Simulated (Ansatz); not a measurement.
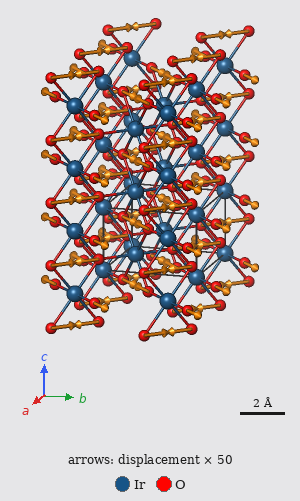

A relaxation of crystalline IrO$_{2}$ (a generated structure, set up in P4_2/mnm) (coarse preliminary run). The starting structure is drawn; orange arrows show the displacements (the part carried along by the change of the cell is left out), magnified 50 times.

Style: ball-and-stick. Shown: the cell of the calculation, repeated 2 × 1 × 3 with one cell outlined, slightly off an axis.

Case: Hf → Ir on all its sites, cell and atoms relaxed.

Method: DFT LDA, scalar-relativistic, plane waves, PAW (Ansatz 0.2.0).

Input file:
```yaml
crystal:
  lattice:
    - [4.4447608138, 0.0, 0.0]
    - [0.0, 4.4447608138, 0.0]
    - [0.0, 0.0, 2.9568803687]
  atoms:
    - { symbol: Ir, position: [0.0, 0.0, 0.0] }
    - { symbol: Ir, position: [0.5, 0.5, 0.5] }
    - { symbol: O, position: [0.195107573, 0.804892427, 0.5] }
    - { symbol: O, position: [0.304892427, 0.304892427, 0.0] }
    - { symbol: O, position: [0.695107573, 0.695107573, 0.0] }
    - { symbol: O, position: [0.804892427, 0.195107573, 0.5] }
basis:
  ecutwfc: 420
kpoints:
  mp_grid: { grid: [4, 4, 6] }
hamiltonian:
  xc: lda
scf:
  occupations: { method: gaussian, width: 0.1 }
output:
  forces: true
  stress: true
  eigenvalues: true
relax:
  adjacent_minimum: "off"
  f_tol: 0.05
  max_steps: 60
  cell: { stress_tol: 0.5 }
```

Command:
```bash
ansatz run input.yaml --threads 1 --pin off --max-ram 2560MiB --backend cpu --events-out ev --progress --plain --runs-dir out
```

### Which element moves most?

Oxygen: up to 0.027 Å, against 0.000 Å for iridium.

### Describe the change and its energy.

The largest moves relative to the cell, 0.027 Å, are those of O3, O4, O5 and O6. O5 goes along [−1 −1 0]. Ir stays in place. The drawn cell changes as follows: a = b 4.445 → 4.431 Å (−0.3 %), c 2.957 → 3.138 Å (+6.1 %); the volume changes by +5.5 %. Some distances before and after: Ir1–O3 1.921 → 1.972 Å, Ir1–O4 1.917 → 1.938 Å. Bond angles that change, for instance: Ir1–O6–Ir1 100.6° → 105.4°, O4–Ir2–O5 79.4° → 74.6°, O4–Ir2–O4 100.6° → 105.4°. The space group stays P4_2/mnm (No. 136). After 3 accepted moves (5 points after the start) the energy has fallen by 0.461 eV per cell of the calculation. The largest force component goes from 0.31 to 0.011 eV/Å. Pressure: 25.06 GPa at the start and 0.15 GPa at the end. The SCF was repeated twice at an unchanged geometry on a basis and grid sized afresh for the cell, which shifted the energy by 35.4 meV per cell of the calculation at most.
